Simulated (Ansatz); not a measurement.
## TiAl: single-point calculation

TiAl (Pm, 2 atoms in the cell), computed with DFT r2SCAN, scalar-relativistic, plane waves, PAW, no spin polarisation (Ansatz 0.2.0).

The structure derives from a Materials Project entry. It belongs to a series of runs on one base structure; here: atom 1 (Ti) moved by (-0.200, -0.100) A along x and y. Figures and captions count atoms from 1; the log counts them from 0 in places.

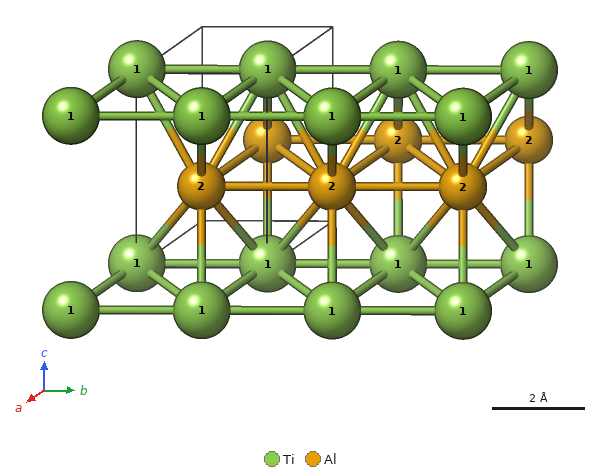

Fig. 1: The structure as given in the input (ball-and-stick view of the cell of the calculation, repeated 2 × 3 × 1, seen at an oblique angle; atoms are numbered from 1 in the order of the input). An atom can appear more than once, as a periodic image. Near neighbours in the periodic cell (some may lie outside the picture): Ti has 6 Al at 2.74 to 2.94 Å and 6 Ti at 2.87 Å; Al has 6 Al at 2.87 Å and 6 Ti at 2.74 to 2.94 Å.

Key numbers

| quantity | value |
| --- | --- |
| outcome | converged |
| space group (tolerance 0.01 Å) | Pm (6) |
| electrons treated | 15 |
| free energy | −3045.2784 eV |
| Fermi energy | 10.419 eV |
| gap on the k-point mesh | none (metallic) |
| pressure | −0.58 GPa |
| largest force (length of the vector) | 0.586 eV/Å |
| hardware | 1 thread of Intel Xeon (Granite Rapids), 192 GiB of memory available, shared host |
| wall time | 43 s |
| peak memory | 0.94 GiB |

Input file
```yaml
crystal:
  lattice:
    - [2.8672622327, 0.0, 0.0]
    - [-1.4336311163, 2.4831219328, 0.0]
    - [0.0, 0.0, 4.678083]
  atoms:
    - { symbol: Ti, position: [-0.0898888926, -0.0402718846, 0.0] }
    - { symbol: Al, position: [0.3333333333, 0.6666666667, 0.5] }
basis:
  ecutwfc: 500
kpoints:
  mp_grid: { grid: [18, 18, 10] }
hamiltonian:
  xc: r2scan
scf:
  occupations: { method: gaussian, width: 0.15 }
output:
  forces: true
  stress: true
  eigenvalues: true
  write_density: true
  write_potential: true
  elf: true
  volumetric_format: npy
```

Launched with:
```bash
ansatz run input.yaml --threads 1 --pin off --max-ram 2560MiB --backend cpu --events-out ev --progress --plain --runs-dir out
```

The program's output
```
Engine: ansatz 0.2.0, x86_64-unknown-linux-gnu
Pseudopotentials: kind: paw
Pseudopotential: Ti, paw, valence charge 12, recommended cutoff 500 eV (meta_gga), Ti.paw.azcp
Pseudopotential: Al, paw, valence charge 3, recommended cutoff 500 eV (meta_gga), Al.paw.azcp
Functional definition: r2SCAN
  parameter k0 = 0.174
  parameter k1 = 0.065
  parameter a1 = 4.9479
  exchange = r2scan_x(k0 = k0, k1 = k1, a1 = a1)
  correlation = r2scan_c
Crystal: 2 atoms, lattice volume = 33.307 Å³
Basis set: ecut = 500 eV, 833 PW (Γ), exchange–correlation on 96×96×144 points (64 copies of the dense FFT grid, shifted against one another)
Bands: 12, of which v1, the nominal top of the filled ones, is band 8 counted from 1 (7 counted from 0)
Symmetry: 2 space group operations
Space group: Pm (ITA 6), of the structure as read, at distance tolerance 3.2e-5 Å
k-points: 984 of 3240 (time reversal used)
Non-local potential: Ti, projectors of the file, l = 0: 3, l = 1: 2, l = 2: 3, l = 3: 1
Non-local potential: Al, projectors of the file, l = 0: 2, l = 1: 2, l = 2: 1
PAW form: soft (Blöchl's): semilocal exchange-correlation on the pseudo side does not see the compensation charge
PAW frozen core: Ti, regenerated for the run's functional (the file was generated under x = pbe(κ = 0.804, μ = 0.2195149727645171), c = pbe(β = 0.06672455060314922))
PAW frozen core: Al, regenerated for the run's functional (the file was generated under x = pbe(κ = 0.804, μ = 0.2195149727645171), c = pbe(β = 0.06672455060314922))
PAW one-centre angular grid: Ti, 590 points (default); XC on 160 Gauss nodes
PAW one-centre angular grid: Al, 302 points (default); XC on 160 Gauss nodes
Initial density: superposition of atomic densities (neutral atoms: chi_scale 0, normalization atom), corrected by the library's trained network
Initial wavefunctions: pseudopotential atomic-orbital guess
Functional: x = r2scan, c = r2scan; τ floored in thin density (d = 2e-4 eV/Å³)
SCF iter   1: F=—  HF=-3045.269959 eV  |F-HF|=—  |Δ(HF+E_count)|=         —  Δρ=1.78e-2  dr2=1.55e-1  dr2_τ=1.42e-2  ethr=1.77e-3  ⟨swp⟩=5.0  Hψ=59549  notcnv=0
preconditioner: auto → none  [metal: Δε(μ)=0.004 eV  Ē_g=5.589 eV  σ=0.150 eV  W_gap=0.02  n_scr=2 (ndim 8)  ℏωp=17.0 eV  f_vac=0.000  D(μ)=2.12/eV (n_scr^D=22)  sad-step TF]
SCF iter   2: F=—  HF=-3045.277132 eV  |F-HF|=—  |Δ(HF+E_count)|=   7.17e-3  Δρ=3.73e-3  dr2=3.27e-3  dr2_τ=1.82e-3  ethr=1.03e-3  ⟨swp⟩=3.0  Hψ=29212  notcnv=0  defer=149
SCF iter   3: F=—  HF=-3045.277903 eV  |F-HF|=—  |Δ(HF+E_count)|=   7.70e-4  Δρ=1.96e-3  dr2=7.61e-4  dr2_τ=1.15e-4  ethr=2.18e-5  ⟨swp⟩=2.1  Hψ=16984  notcnv=0  defer=149
SCF iter   4: F=—  HF=-3045.278440 eV  |F-HF|=—  |Δ(HF+E_count)|=   5.38e-4  Δρ=4.51e-4  dr2=1.67e-4  dr2_τ=2.59e-6  ethr=5.08e-6  ⟨swp⟩=3.0  Hψ=19460  notcnv=0  defer=149
SCF iter   5: F=—  HF=-3045.278427 eV  |F-HF|=—  |Δ(HF+E_count)|=   1.38e-5  Δρ=1.48e-4  dr2=1.44e-5  dr2_τ=7.64e-7  ethr=1.12e-6  ⟨swp⟩=2.0  Hψ=14209  notcnv=0  defer=149
SCF iter   6: F=—  HF=-3045.278427 eV  |F-HF|=—  |Δ(HF+E_count)|=   3.89e-8  Δρ=3.34e-5  dr2=4.07e-7  dr2_τ=3.01e-8  ethr=9.57e-8  ⟨swp⟩=1.6  Hψ=13192  notcnv=0  defer=149
SCF iter   7: F=-3045.278427 eV  HF=-3045.278427 eV  |F-HF|=1.90e-9  |Δ(HF+E_count)|=   3.00e-8  Δρ=5.06e-6  dr2=4.41e-9  dr2_τ=5.52e-10  ethr=6.67e-10  ⟨swp⟩=8.0  Hψ=57266  notcnv=0
SCF 1 converged in 7 iterations: F = -3045.278427 eV  dr2 = 4.41e-9
  greatest PAW one-centre occupation: 1.001 electrons in one spin orbital (limit 2), on the Ti atom at site 0 (counted from 0), in its partial waves of l = 1
SCF converged after 7 iterations
Free energy (F): -3045.278427 eV
Harris-Foulkes:  -3045.278427 eV  (|F-HF|=1.90e-9)
Internal energy: -3045.253404 eV  (E = F + TS)
E sigma→0 (E₀):  -3045.265915 eV
Entropy (-TS):   -0.025023 eV (-12.512 meV/atom)
Fermi energy:    10.419402 eV
--- Per-component energies (eV) ---
  E_band       = -183.920435
  E_kinetic    = 295.713754
  E_local      = -1153.304725  (includes V_loc(G=0)·N_el)
  E_nonlocal   = 17.208636
  E_hartree    = 496.934837
  E_xc         = -129.772283
  E_vxc        = -164.101182  (∫ρ·V_xc dr)
  E_paw        = -1529.993111  (= ΣΔE_a)
  E_vpaw       = -183.638332  (= ΣTr[D̂ρ^β])
  E_aug_tail   = 0.000093  (compensation charges beyond the density's cutoff)
  E_vtau       = 10.332295  (kinetic-family band-sum trace: ∫τ·v_τ [+ j·A + Jᵃ·Aᵃ] dr)
  E_ewald      = -1041.727040
  E_core_change = -0.313565  (= ΣΔE_core)
  E_smearing   = -0.025023  (= −TS)
  E_closure    = 0.000000  (closes the sum)
  Σ components = -3045.278427   (vs F -3045.278427, Δ=0.00e0)
--- Forces (eV/Å), atoms counted from 1 ---
  atom   1  Ti     0.51290319     0.28255428     0.00000000
  atom   2  Al    -0.51295432    -0.28258162     0.00000000
  max |Σ_I F_I| component: 5.11e-5 eV/Å
--- Stress (GPa, compression-positive) ---
        0.891003       2.999991       0.000000
        2.999991      -2.014105       0.000000
        0.000000       0.000000      -0.625661
  P = ⅓ Tr σ = -0.5829 GPa (-5.829 kbar)
--- Band table (eV; the first three rows and the last of 984) ---
  k-point 0: bands = ["-48.4510", "-23.7134", "-23.2927", "-23.2793", "0.9610", "7.9914", "8.3355", "11.8438", "11.8648", "13.4302", "13.5425", "14.6097"]
  k-point 1: bands = ["-48.4510", "-23.7140", "-23.2927", "-23.2793", "1.0267", "7.3076", "8.8894", "11.8448", "11.8670", "13.4214", "13.5342", "14.8254"]
  k-point 2: bands = ["-48.4510", "-23.7152", "-23.2927", "-23.2792", "1.2148", "6.4428", "9.3993", "11.8477", "11.8726", "13.4011", "13.5129", "15.4269"]
  k-point 983: bands = ["-48.3511", "-23.8898", "-23.6180", "-23.4193", "6.6070", "7.9489", "8.4591", "10.9131", "11.4559", "12.5559", "13.6032", "14.6151"]
```

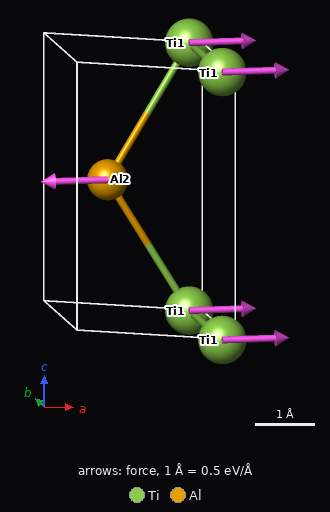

Fig. 2: Forces on the atoms as pink arrows (ball-and-stick view of the cell of the calculation, seen slightly off an axis; atoms are numbered from 1 in the order of the input). The largest act on Al2 (0.59 eV/Å); Ti1 (0.59 eV/Å). The geometry is not a stationary point of this energy.

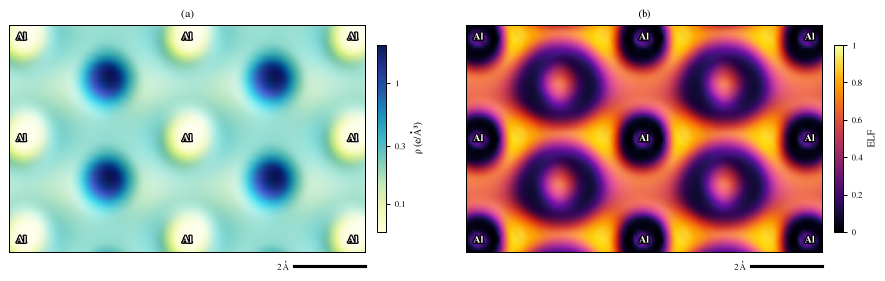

Fig. 3: (a) valence electron density; (b) ELF on the (101̄) plane of the conventional cell. Al–Al (2.87 Å): ρ at the midpoint is about 0.2 e/Å³; the ELF peaks at about 0.65 between the atoms. Away from the nuclei the density in this plane falls to 0.17 e/Å³ at its lowest. In a PAW calculation such maps are meaningful between the atoms, not at the nuclei.

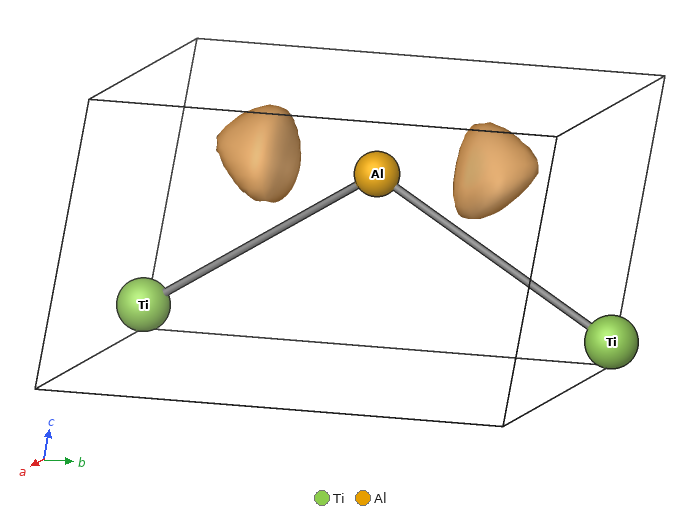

Fig. 4: Isosurface of the ELF at 0.75 (orange), seen slightly off an axis. Only the valence region is drawn (cores and ρ < 0.01 e/Å³ removed). Sticks mark near contacts. The outline is the cell set on symmetry axes. Ti–Ti (2.87 Å): the ELF is about 0.25 at the midpoint (no localised pair between them).
